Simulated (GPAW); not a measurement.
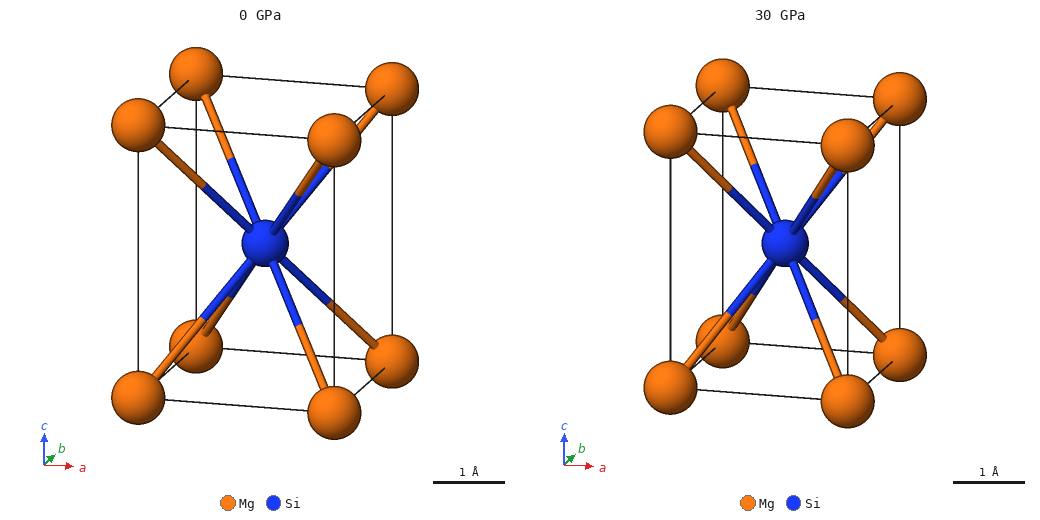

MgSi, CuAu (L1₀) type, space group P4/mmm (No. 123), relaxed (cell and atoms) under a series of hydrostatic pressures; the conventional cell is drawn at the lowest and the highest, to one scale (sticks follow a distance rule). The start was a structure listed in the Materials Project. It needn't be the stable form of this composition.

Alike in all runs: GPAW 26.7.0; functional PBEsol; potentials PAW data sets generated in the run's folder for this functional; cutoff 800 eV; k mesh 8 × 8 × 6 on the run's cell of 2 atoms; occupations fermi-dirac, width 0.05 eV; no spin polarisation; no spin-orbit coupling.

| pressure (GPa) | volume (Å³/atom) | a (Å) | c (Å) |
| --- | --- | --- | --- |
| 0.0 | 16.946 | 2.905 | 4.015 |
| 2.0 | 16.466 | 2.874 | 3.986 |
| 4.9 | 15.898 | 2.839 | 3.944 |
| 10.0 | 15.110 | 2.789 | 3.884 |
| 20.1 | ? | ? | ? |
| 30.0 | 12.993 | 2.626 | 3.769 |

### What equation of state do the given rows imply, and what volume does it predict for the missing row?

The fit gives V0 = 16.93 Å³/atom, B0 = 71 GPa and B0′ = 3.5, which puts the volume at 20.1 GPa at 13.88 Å³/atom. The run gave volume 13.904 Å³/atom; a 2.703 Å; c 3.806 Å.

### Which axis yields most up to 30 GPa?

The a axis: a −9.6 %, c −6.1 %, against −23.3 % in volume.

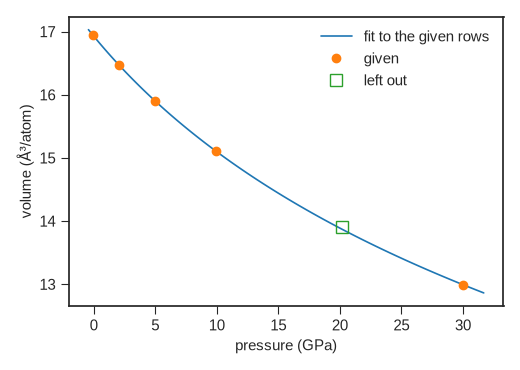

Volume against pressure, with the fit. The structure was kept in its own symmetry, so a change to another phase within this range wouldn't be seen.

Caveat: later steps reuse the first step's grids.
